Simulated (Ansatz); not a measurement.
**Al: geometry relaxation (part 1 of 2)**

Al (4 atoms in the cell), computed with DFT PBEsol, scalar-relativistic, plane waves, PAW, no spin polarisation (Ansatz 0.2.0).

The structure derives from a Materials Project entry. Figures and captions count atoms from 1; the log counts them from 0 in places.

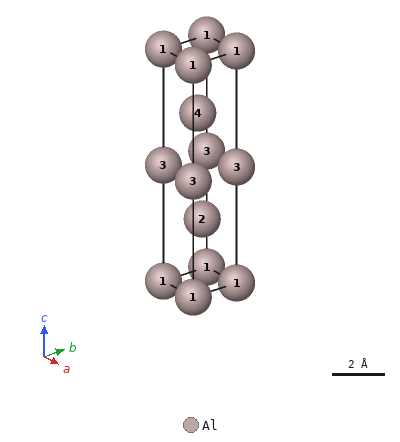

**Figure 1.** The input geometry (spheres-only view of the cell of the calculation, seen slightly off an axis; atoms are numbered from 1 in the order of the input). An atom can appear more than once, as a periodic image.

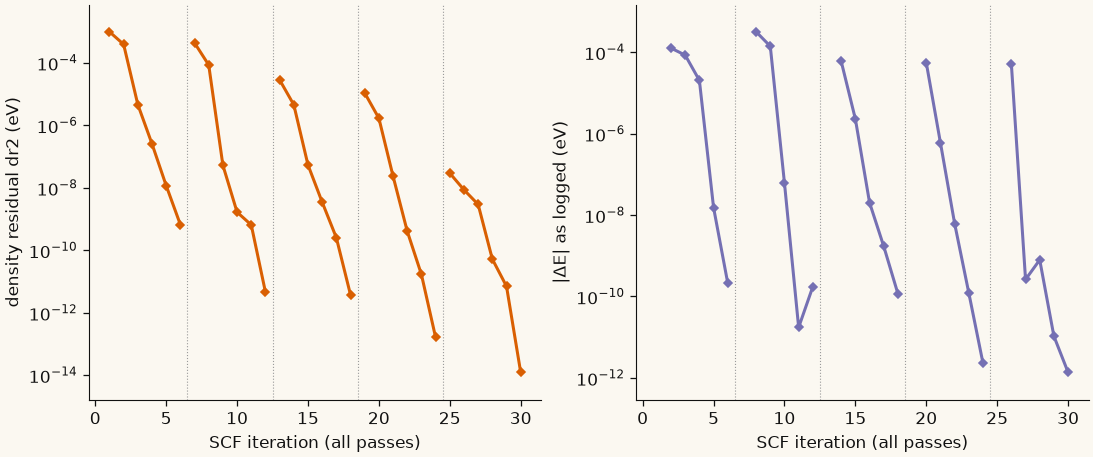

**Figure 2.** Convergence of the self-consistent field: density residual dr2 and size of the energy change against the SCF iteration. The dotted lines part the SCF passes of the relaxation: geometry steps, rejected trials and re-solves on a re-selected basis. The 5 passes take 6 iterations each, 30 in all.

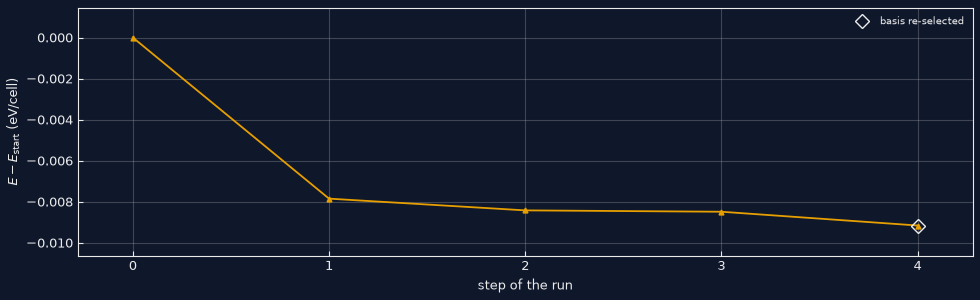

**Figure 3.** Progress of the relaxation, step by step (the first geometry is step 0 here and step 1 in the log).

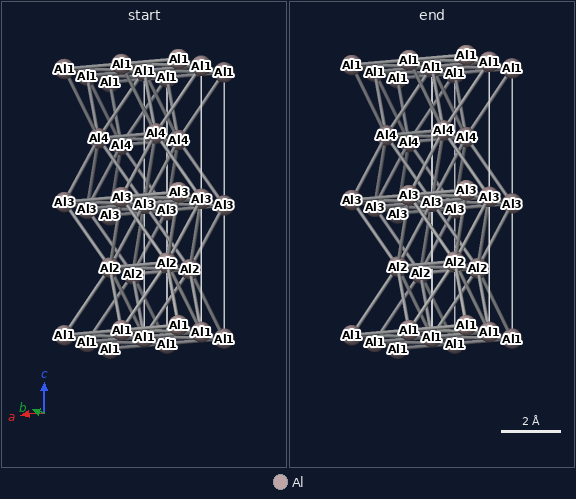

**Figure 4.** Before (left) and after (right) the relaxation, at one scale (ball-and-stick view of the cell of the calculation, repeated 2 × 2 × 1, seen at an oblique angle). After 3 geometry steps the energy has fallen by 8.5 meV per cell of the calculation. All forces vanish by symmetry, so only the cell relaxes. The pressure goes from 1.81 to 0.01 GPa. No atom moves by more than 0.005 Å relative to the cell. The volume changes by +2.1 %, with a = b 2.827 → 2.836 Å (+0.3 %), c 9.186 → 9.322 Å (+1.5 %). Among the contacts that change: Al1–Al2 2.817 → 2.848 Å, Al1–Al1 2.827 → 2.836 Å. The space group stays P6_3/mmc (No. 194). A last SCF at the same geometry on a re-selected plane-wave basis shifts the energy by −0.7 meV per cell of the calculation. (Atoms are counted from 1 in the order of the input.)

These pictures come from the run below.

Input:
```yaml
crystal:
  lattice:
    - [2.8270770242, 0.0, 0.0]
    - [-1.4135385121, 2.4483205214, 0.0]
    - [0.0, 0.0, 9.18599307]
  atoms:
    - { symbol: Al, position: [0.0, 0.0, 0.0] }
    - { symbol: Al, position: [0.33333333, 0.66666667, 0.25] }
    - { symbol: Al, position: [0.0, 0.0, 0.5] }
    - { symbol: Al, position: [0.66666667, 0.33333333, 0.75] }
basis:
  ecutwfc: 420
kpoints:
  mp_grid: { grid: [18, 18, 6] }
hamiltonian:
  xc: pbesol
scf:
  occupations: { method: gaussian, width: 0.1 }
output:
  forces: true
  stress: true
  eigenvalues: true
relax:
  adjacent_minimum: "off"
  f_tol: 0.005
  max_steps: 80
  cell: { stress_tol: 0.05 }
```

Run as:
```bash
ansatz run input.yaml --threads 2 --pin off --max-ram 5120MiB --backend cpu --events-out ev --progress --plain --runs-dir out
```

What the program printed:
```
Engine: ansatz 0.2.0, x86_64-unknown-linux-gnu
Pseudopotentials: kind: paw
Pseudopotential: Al, paw, valence charge 3, recommended cutoff 420 eV (normal), Al.paw.azcp
Functional definition: PBEsol
  exchange = pbesol_x
  correlation = pbesol_c
Crystal: 4 atoms, lattice volume = 63.582 Å³
Basis set: ecut = 420 eV, 1255 PW (Γ), exchange–correlation on 40×40×128 points (8 copies of the dense FFT grid, shifted against one another)
Bands: 10, of which v1, the nominal top of the filled ones, is band 6 counted from 1 (5 counted from 0)
Symmetry: 24 space group operations
Space group: P63/mmc (ITA 194), of the structure as read, at distance tolerance 4.0e-5 Å
k-points: 148 of 1944
Non-local potential: Al, projectors of the file, l = 0: 2, l = 1: 2, l = 2: 1
PAW form: soft (Blöchl's): semilocal exchange-correlation on the pseudo side does not see the compensation charge
PAW frozen core: Al, regenerated for the run's functional, and the local potential with it (the file was generated under x = pbe(κ = 0.804, μ = 0.2195149727645171), c = pbe(β = 0.06672455060314922))
PAW one-centre angular grid: Al, 110 points (default); XC on 64 Gauss nodes
Initial density: superposition of atomic densities (neutral atoms: chi_scale 0, normalization atom), corrected by the library's trained network
Initial wavefunctions: pseudopotential atomic-orbital guess
Functional: x = pbesol(κ = 0.804, μ = 0.12345679012345678), c = pbesol(β = 0.046)
SCF iter   1: F=—  HF=-2098.137504 eV  |F-HF|=—  |Δ(HF+E_count)|=         —  Δρ=1.28e-3  dr2=9.81e-4  ethr=1.77e-3  ⟨swp⟩=6.8  Hψ=28197  notcnv=0  defer=24
automatic band count: the SCF goes on with 14 bands, as 10 were too few: the levels above may hold too much charge
preconditioner: auto → none  [metal: Δε(μ)=0.005 eV  Ē_g=9.113 eV  σ=0.100 eV  W_gap=0.03  n_scr=6 (ndim 8)  ℏωp=16.1 eV  f_vac=0.000  D(μ)=1.56/eV (n_scr^D=6)  sad-step TF]
SCF iter   2: F=—  HF=-2098.137378 eV  |F-HF|=—  |Δ(HF+E_count)|=   1.26e-4  Δρ=7.76e-4  dr2=3.88e-4  ethr=8.17e-6  ⟨swp⟩=1.2  Hψ=3317  notcnv=0  defer=35
SCF iter   3: F=—  HF=-2098.137293 eV  |F-HF|=—  |Δ(HF+E_count)|=   8.47e-5  Δρ=6.36e-5  dr2=4.60e-6  ethr=3.23e-6  ⟨swp⟩=2.0  Hψ=2455  notcnv=0  defer=35
SCF iter   4: F=—  HF=-2098.137273 eV  |F-HF|=—  |Δ(HF+E_count)|=   2.03e-5  Δρ=2.22e-5  dr2=2.54e-7  ethr=3.83e-8  ⟨swp⟩=2.2  Hψ=2443  notcnv=0  defer=35
iter 5 did not close the SCF: its close was put off for the readings that it lacked (scf_convergence_deferred on its scf_iter line)
SCF iter   5: F=-2098.137273 eV  HF=-2098.137273 eV  |F-HF|=5.04e-9  |Δ(HF+E_count)|=   1.52e-8  Δρ=3.80e-6  dr2=1.17e-8  ethr=2.11e-9  ⟨swp⟩=2.2  Hψ=2544  notcnv=0  defer=35
SCF iter   6: F=-2098.137273 eV  HF=-2098.137273 eV  |F-HF|=3.17e-10  |Δ(HF+E_count)|=  2.12e-10  Δρ=9.22e-7  dr2=6.60e-10  ethr=9.71e-11  ⟨swp⟩=5.7  Hψ=9834  notcnv=0
SCF 1 converged in 6 iterations: F = -2098.137273 eV  dr2 = 6.60e-10
  greatest PAW one-centre occupation: 0.455 electrons in one spin orbital (limit 2), on the Al atom at site 0 (counted from 0), in its partial waves of l = 0
relax step   1: F+E_penalty+E_count = -2098.13727305 eV  Δ(F+E_penalty+E_count) = +0.000e0 eV  max|allowed force component| = 6.476e-17 eV/Å  Δτ_max = 0.0000 Å  P = +1.810 GPa  Ω = 63.582 Å³  (6 SCF iters, dr2 threshold 1.00e-7 eV, accepted)
Crystal: 4 atoms, lattice volume = 65.158 Å³
Basis set: ecut = 420 eV, 1279 PW (Γ), exchange–correlation on 40×40×128 points (8 copies of the dense FFT grid, shifted against one another)
Bands: 14, of which v1, the nominal top of the filled ones, is band 6 counted from 1 (5 counted from 0)
Initial density: handed on by an earlier stage of this run
Initial wavefunctions: those handed on with the density
iter 1 solved again at ethr=3.45e-6 eV; its pass at ethr=3.10e-3 eV (dr2=4.14e-4 eV) is discarded
SCF iter   1: F=—  HF=-2098.145579 eV  |F-HF|=—  |Δ(HF+E_count)|=         —  Δρ=7.78e-4  dr2=4.33e-4  ethr=3.45e-6  ⟨swp⟩=2.1  Hψ=15848  notcnv=0
preconditioner: auto → none  [metal: Δε(μ)=0.032 eV  Ē_g=8.972 eV  σ=0.100 eV  W_gap=0.18  n_scr=6 (ndim 8)  ℏωp=15.9 eV  f_vac=0.000  D(μ)=1.49/eV (n_scr^D=6)]
SCF iter   2: F=—  HF=-2098.145261 eV  |F-HF|=—  |Δ(HF+E_count)|=   3.18e-4  Δρ=3.50e-4  dr2=8.49e-5  ethr=3.45e-6  ⟨swp⟩=1.0  Hψ=2072  notcnv=0
SCF iter   3: F=—  HF=-2098.145122 eV  |F-HF|=—  |Δ(HF+E_count)|=   1.40e-4  Δρ=1.02e-5  dr2=5.23e-8  ethr=3.33e-9  ⟨swp⟩=5.0  Hψ=11245  notcnv=0
iter 4 did not close the SCF: its close was put off for the readings that it lacked (scf_convergence_deferred on its scf_iter line)
SCF iter   4: F=-2098.145121 eV  HF=-2098.145121 eV  |F-HF|=7.79e-10  |Δ(HF+E_count)|=   6.06e-8  Δρ=1.26e-6  dr2=1.65e-9  ethr=4.36e-10  ⟨swp⟩=2.0  Hψ=2938  notcnv=0
iter 5 did not close the SCF: its close was put off for the readings that it lacked (scf_convergence_deferred on its scf_iter line)
SCF iter   5: F=-2098.145121 eV  HF=-2098.145121 eV  |F-HF|=5.38e-10  |Δ(HF+E_count)|=  1.73e-11  Δρ=4.80e-7  dr2=6.44e-10  ethr=1.37e-11  ⟨swp⟩=2.0  Hψ=2615  notcnv=0
SCF iter   6: F=-2098.145121 eV  HF=-2098.145121 eV  |F-HF|=4.55e-13  |Δ(HF+E_count)|=  1.73e-10  Δρ=8.38e-8  dr2=4.57e-12  ethr=5.37e-12  ⟨swp⟩=1.0  Hψ=5243  notcnv=0
SCF 2 converged in 6 iterations: F = -2098.145121 eV  dr2 = 4.57e-12
  greatest PAW one-centre occupation: 0.455 electrons in one spin orbital (limit 2), on the Al atom at site 2 (counted from 0), in its partial waves of l = 0
relax step   2: F+E_penalty+E_count = -2098.14512148 eV  Δ(F+E_penalty+E_count) = -7.848e-3 eV  max|allowed force component| = 5.146e-17 eV/Å  Δτ_max = 0.0000 Å  P = -0.284 GPa  Ω = 65.158 Å³  energy of the carried Pulay correction = -6.523e-4 eV  (6 SCF iters, dr2 threshold 4.00e-7 eV, accepted)
Crystal: 4 atoms, lattice volume = 64.979 Å³
iter 1 solved again at ethr=2.20e-7 eV; its pass at ethr=3.10e-3 eV (dr2=2.64e-5 eV) is discarded
SCF iter   1: F=—  HF=-2098.145755 eV  |F-HF|=—  |Δ(HF+E_count)|=         —  Δρ=1.91e-4  dr2=2.83e-5  ethr=2.20e-7  ⟨swp⟩=2.6  Hψ=14754  notcnv=0
preconditioner: auto → none  [metal: Δε(μ)=0.061 eV  Ē_g=8.991 eV  σ=0.100 eV  W_gap=0.33  n_scr=6 (ndim 8)  ℏωp=16.0 eV  f_vac=0.000  D(μ)=1.47/eV (n_scr^D=4)]
SCF iter   2: F=—  HF=-2098.145695 eV  |F-HF|=—  |Δ(HF+E_count)|=   5.99e-5  Δρ=7.71e-5  dr2=4.51e-6  ethr=2.20e-7  ⟨swp⟩=1.0  Hψ=2072  notcnv=0
iter 3 did not close the SCF: its close was put off for the readings that it lacked (scf_convergence_deferred on its scf_iter line)
SCF iter   3: F=-2098.145692 eV  HF=-2098.145693 eV  |F-HF|=4.87e-8  |Δ(HF+E_count)|=   2.28e-6  Δρ=5.29e-6  dr2=5.36e-8  ethr=3.76e-8  ⟨swp⟩=1.4  Hψ=2474  notcnv=0
iter 4 did not close the SCF: its close was put off for the readings that it lacked (scf_convergence_deferred on its scf_iter line)
SCF iter   4: F=-2098.145693 eV  HF=-2098.145693 eV  |F-HF|=3.23e-9  |Δ(HF+E_count)|=   2.01e-8  Δρ=1.73e-6  dr2=3.46e-9  ethr=4.47e-10  ⟨swp⟩=2.1  Hψ=2663  notcnv=0
iter 5 did not close the SCF: its close was put off for the readings that it lacked (scf_convergence_deferred on its scf_iter line)
SCF iter   5: F=-2098.145693 eV  HF=-2098.145693 eV  |F-HF|=2.28e-10  |Δ(HF+E_count)|=   1.70e-9  Δρ=4.27e-7  dr2=2.51e-10  ethr=2.89e-11  ⟨swp⟩=1.4  Hψ=2342  notcnv=0
SCF iter   6: F=-2098.145693 eV  HF=-2098.145693 eV  |F-HF|=3.18e-12  |Δ(HF+E_count)|=  1.16e-10  Δρ=5.20e-8  dr2=3.71e-12  ethr=2.09e-12  ⟨swp⟩=1.6  Hψ=5743  notcnv=0
SCF 3 converged in 6 iterations: F = -2098.145693 eV  dr2 = 3.71e-12
```
